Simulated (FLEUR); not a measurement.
## AlCu3: 5 runs along one coordinate

System: AlCu3 (Fm-3m, 4 atoms in the cell).
Method: Kohn-Sham DFT of a periodic cell, LDA, all-electron, no spin polarisation (FLEUR MaX-R8.1 (later development tree)).

The 5 runs differ only in the geometry, by an even scaling of the cell at fixed fractional positions. The structure derives from a Materials Project entry.

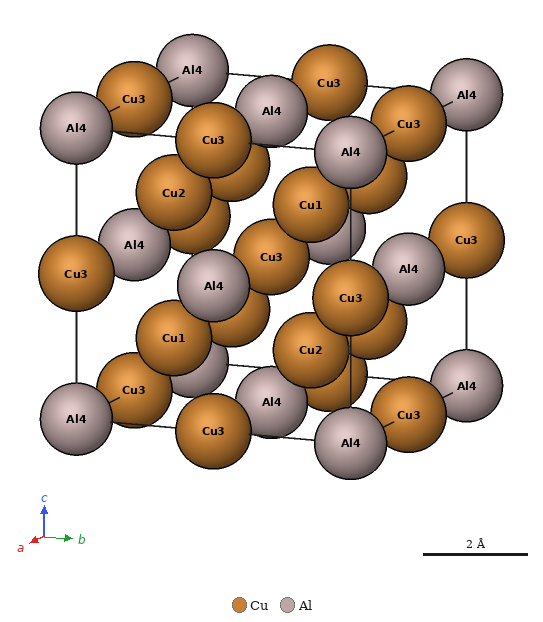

Figure 1. The structure of run 3 (spheres-only view of the cell 4 times as large as that of the calculation, set on its symmetry axes, seen slightly off an axis; atoms are numbered from 1 in the order of the input). An atom can appear more than once, as a periodic image.

**Input of run 3**
```
<?xml version="1.0" encoding="UTF-8" standalone="no"?>
<fleurInput fleurInputVersion="0.39">
   <comment>
      AlCu3                                                                                               
   </comment>
   <calculationSetup>
      <cutoffs Kmax="4.62" Gmax="14.3" GmaxXC="14.3" numbands="0"/>
      <scfLoop itmax="60" minDistance="0.00001" maxIterBroyd="15" imix="Anderson" alpha="0.05" precondParam="0.0" spinf="2.0" sdNocoIR="T"/>
      <coreElectrons ctail="T" frcor="F" kcrel="0" coretail_lmax="0"/>
      <xcFunctional name="vwn" relativisticCorrections="F"/>
      <magnetism jspins="1"/>
      <soc l_soc="F" theta="0.0" phi="0.0" spav="F"/>
      <expertModes spex="0" secvar="F"/>
      <geometryOptimization l_f="F" forcealpha="1.0" forcemix="BFGS" epsdisp="0.00001" epsforce="0.00001"/>
      <ldaU l_linMix="F" mixParam="0.05" spinf="1.0"/>
   </calculationSetup>
   <cell>
      <bzIntegration valenceElectrons="68.0" mode="hist" fermiSmearingEnergy="0.00183747">
         <kPointListSelection listName="default-1"/>
         <!-- k-points included here -->
         <xi:include xmlns:xi="http://www.w3.org/2001/XInclude" href="kpts.xml"> </xi:include>
      </bzIntegration>
      <!-- symmetry operations included here -->
      <xi:include xmlns:xi="http://www.w3.org/2001/XInclude" href="sym.xml"> </xi:include>
      <bulkLattice scale="1.0000000000">
         <bravaisMatrix>
            <row-1>    0.0000000000000000     5.4575498121554569     5.4575498121554569</row-1>
            <row-2>    5.4575498121554569     0.0000000000000000     5.4575498121554569</row-2>
            <row-3>    5.4575498121554569     5.4575498121554569     0.0000000000000000</row-3>
         </bravaisMatrix>
      </bulkLattice>
   </cell>
   <atomSpecies>
      <species name="Copper (Cu)" element="Cu" atomicNumber="29">
         <mtSphere radius="2.12" gridPoints="725" logIncrement="0.017"/>
         <atomicCutoffs lmax="9" lnonsphr="9"/>
         <electronConfig flipSpins="F">
            <coreConfig>(1s1/2) (2s1/2) (2p1/2) (2p3/2)</coreConfig>
            <valenceConfig>(3s1/2) (3p1/2) (3p3/2) (4s1/2) (3d3/2) (3d5/2)</valenceConfig>
            <stateOccupation state="(4s1/2)" spinUp="0.500000" spinDown="0.500000"/>
         </electronConfig>
         <energyParameters s="4" p="4" d="3" f="4"/>
         <lo type="SCLO" l="0" n="3" eDeriv="0"/>
         <lo type="SCLO" l="1" n="3" eDeriv="0"/>
         <lo type="SCLO" l="1" n="3" eDeriv="1"/>
         <lo type="SCLO" l="2" n="3" eDeriv="2"/>
         <lo type="SCLO" l="3" n="4" eDeriv="2"/>
      </species>
      <species name="Aluminum (Al)" element="Al" atomicNumber="13">
         <mtSphere radius="2.12" gridPoints="725" logIncrement="0.016"/>
         <atomicCutoffs lmax="9" lnonsphr="9"/>
         <electronConfig flipSpins="F">
            <coreConfig>(1s1/2)</coreConfig>
            <valenceConfig>(2s1/2) (2p1/2) (2p3/2) (3s1/2) (3p1/2) (3p3/2)</valenceConfig>
            <stateOccupation state="(3p1/2)" spinUp="0.166667" spinDown="0.166667"/>
            <stateOccupation state="(3p3/2)" spinUp="0.333333" spinDown="0.333333"/>
         </electronConfig>
         <energyParameters s="3" p="3" d="3" f="4"/>
         <lo type="SCLO" l="0" n="2" eDeriv="0"/>
         <lo type="SCLO" l="1" n="2" eDeriv="0"/>
         <lo type="SCLO" l="2" n="3" eDeriv="2"/>
         <lo type="SCLO" l="3" n="4" eDeriv="2"/>
      </species>
   </atomSpecies>
   <atomGroups>
      <atomGroup species="Copper (Cu)">
         <relPos label="                   1">-1.000/4.000 -1.000/4.000 -1.000/4.000</relPos>
         <relPos label="                   2">1.000/4.000 1.000/4.000 1.000/4.000</relPos>
         <force calculate="T" relaxXYZ="TTT"/>
      </atomGroup>
      <atomGroup species="Copper (Cu)">
         <relPos label="                   3">1.000/2.000 1.000/2.000 1.000/2.000</relPos>
         <force calculate="T" relaxXYZ="TTT"/>
      </atomGroup>
      <atomGroup species="Aluminum (Al)">
         <relPos label="                   4">.0000000000 .0000000000 .0000000000</relPos>
         <force calculate="T" relaxXYZ="TTT"/>
      </atomGroup>
   </atomGroups>
   <output dos="F" band="F" slice="F">
      <checks vchk="F" cdinf="F"/>
      <bandDOS minEnergy="-.5*Htr" maxEnergy="0.5*Htr" sigma="0.015" storeEVData="T"/>
      <vacuumDOS vacdos="F" integ="F" star="F" nstars="0" locx1="0.0" locy1="0.0" locx2="0.0" locy2="0.0" nstm="0" tworkf="0.0"/>
      <unfoldingBand unfoldBand="F" supercellX="1" supercellY="1" supercellZ="1"/>
      <plotting iplot="0" polar="F">
         <plot TwoD="T" vec1="  1.0  0.0  0.0" vec2="  0.0  1.0  0.0" vec3="  0.0  0.0  1.0" zero="  0.0  0.0  0.0" file="plot"/>
      </plotting>
      <chargeDensitySlicing numkpt="0" minEigenval="0.0" maxEigenval="0.0" nnne="0" pallst="F"/>
      <specialOutput eonly="F"/>
      <moessbauerParams electricFieldGradient="T" isomerShift="T" coreHyperfine="T" valenceHyperfine="T"/>
      <magneticCircularDichroism mcd="F" energyLo="-10.0" energyUp="0.0"/>
   </output>
  <!-- We include the file relax.xml here to enable relaxations (see documentation) -->
  <xi:include xmlns:xi="http://www.w3.org/2001/XInclude" href="relax.xml"> <xi:fallback/> </xi:include>
</fleurInput>
```

Command:
```bash
inpgen -f crystal.txt -profile fastHighL; fleur_MPI
```

Lattice vectors (Å) and fractional positions of run 3:
```
   0.000000    2.888011    2.888011
   2.888011    0.000000    2.888011
   2.888011    2.888011    0.000000
Cu  0.750000  0.750000  0.750000
Cu  0.250000  0.250000  0.250000
Cu  0.500000  0.500000  0.500000
Al  0.000000  0.000000  0.000000
```

Run 2 has the same physical settings and fractional positions; its lattice vectors (Å) are:
```
   0.000000    2.848979    2.848979
   2.848979    0.000000    2.848979
   2.848979    2.848979    0.000000
```

**Results, with one run withheld**

```csv
run,volume per atom (Å³),"free energy per atom, from the lowest run given (meV)"
1,11.321,0.00
2,11.562,?
3,12.044,7.63
4,12.526,34.37
5,12.767,52.68
```

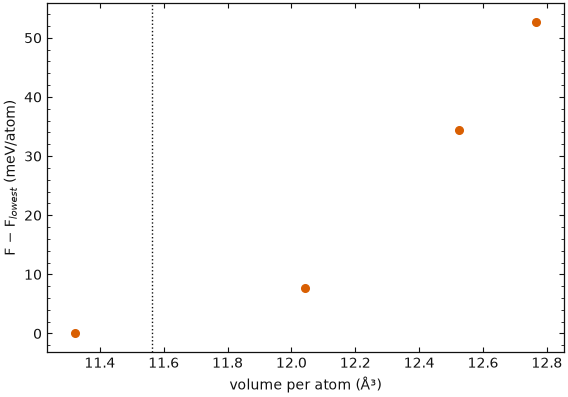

Figure 2. Free energy per atom of the runs given; the dotted line marks run 2.

Estimate the energy of run 2 from the others.

A quadratic polynomial in V^(−2/3) (the Birch–Murnaghan form), fitted to the 4 runs given, misses them by at most 0.11 meV per atom. With x = V^(−2/3) − 0.18928 Å⁻², it reads F = 11.93 − 4432.2 x + 3.4373e+05 x² (meV per atom). At run 2 it gives −2.35 meV per atom, and the run itself gives −2.54. The fit has its minimum at 11.548 Å³ per atom, where V d²F/dV² gives 162 GPa: the bulk modulus at this level, since symmetry fixes the shape and the positions.

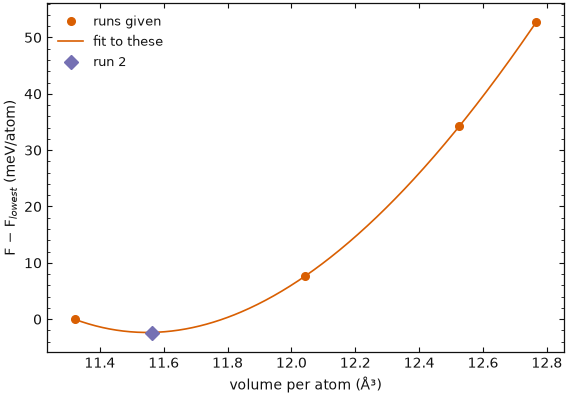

Figure 3. The fit and the withheld run.

**Output (run 2)**
```
Welcome to FLEUR        (www.flapw.de)
      MaX-Release 8.1          (www.max-centre.eu)

 ========== k-point set info ==========
 Selected k-point list: default-1
 k-point list type: mesh
 8 x 8 x 8
 Number of k points: 29

 ------------Calculation Setup---------------------------
 Number of MPI-tasks      :            1
 Number of PE/node        :            1
 Number of OMP-threads    :            1
 Most efficient MPI parallelization for:
           1          29
 Additional eigenvalue parallelization possible
 Number of basis functions:          674
 Approximate size of matrices (H+S) per k-point:         0.007 GB
 --------------------------------------------------------

 Iteration:     1   Distance:      41.75097066 me/bohr^3

 Iteration:     2   Distance:      29.17935438 me/bohr^3

 Iteration:     3   Distance:       8.00179179 me/bohr^3

 Iteration:     4   Distance:       7.86975532 me/bohr^3

 Iteration:     5   Distance:       1.34405928 me/bohr^3

 Iteration:     6   Distance:       2.18671434 me/bohr^3

 Iteration:     7   Distance:       1.00262332 me/bohr^3

 Iteration:     8   Distance:       0.49639664 me/bohr^3

 Iteration:     9   Distance:       0.11829937 me/bohr^3

 Iteration:    10   Distance:       0.02018316 me/bohr^3

 Iteration:    11   Distance:       0.02389609 me/bohr^3

 Iteration:    12   Distance:       0.00747785 me/bohr^3

 Iteration:    13   Distance:       0.00210346 me/bohr^3

 Iteration:    14   Distance:       0.00153567 me/bohr^3

 Iteration:    15   Distance:       0.00028203 me/bohr^3

 Iteration:    16   Distance:       0.00020653 me/bohr^3

 Iteration:    17   Distance:       0.00010091 me/bohr^3

 Iteration:    18   Distance:       0.00004576 me/bohr^3

 Iteration:    19   Distance:       0.00001336 me/bohr^3

 Iteration:    20   Distance:       0.00000397 me/bohr^3

 ********************************************************************
 Run finished successfully
 Stop message:
   all done
 ********************************************************************
```
